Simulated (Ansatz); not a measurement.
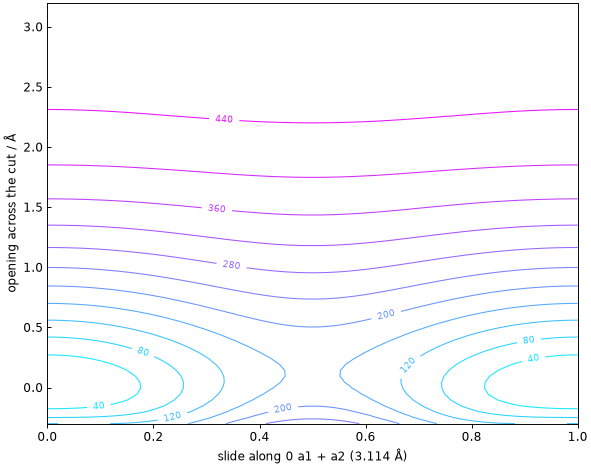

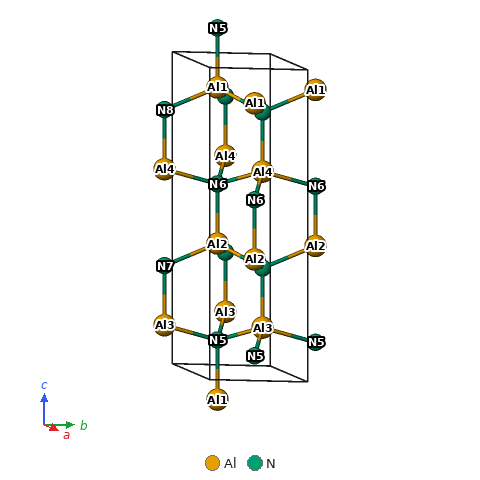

Energy landscape of AlN (P6_3mc, No. 186; 8 atoms in the cell). Rigid slide and opening across a plane, one cut a cell; the plane is (0 0 1) of the conventional cell, and the faces at the cut hold Al and N. First axis: slide along 0 a1 + a2 (3.114 Å). Second axis: opening across the cut. Nothing is relaxed (rigid halves). The grid has 12 × 7 points; 49 points were computed and 35 follow by symmetry. Points are written as (first, second). All energies are given in meV/Å² relative to the lowest grid point. The band gap closes in part of the range. These are results of Ansatz, DFT PBEsol, scalar-relativistic, plane waves, PAW, not measurements. Settings: cutoff 520 eV, k-mesh 8×8×3 in the order of the run's cell vectors, gaussian smearing 0.05 eV, no spin polarisation.

Drawn: contour lines labelled in meV/Å². Between grid points the surface is interpolated. The second picture is the structure at the lowest point

**Where are the wells?**

The lowest grid point is at (0.000, 0.0 Å). It is the only kind of minimum in the scanned range. The highest grid point, (0.500, 3.2 Å), lies 471 meV/Å² above the lowest. On the interpolated surface the easiest way out of the lowest well to its copy in the next cell or period passes a barrier of about 164 meV/Å². Round the minimum the two coordinates are nearly uncoupled.

Each point was launched as `ansatz run input.yaml --threads 2 --pin off --max-ram 4096MiB --backend cpu --events-out ev --progress --plain --runs-dir out`. The whole map (49 points run) took 5.8 min on 2 threads of Intel(R) Xeon(R) 6975P-C (Granite Rapids) (shared host).

PAW datasets: the set soft_1.
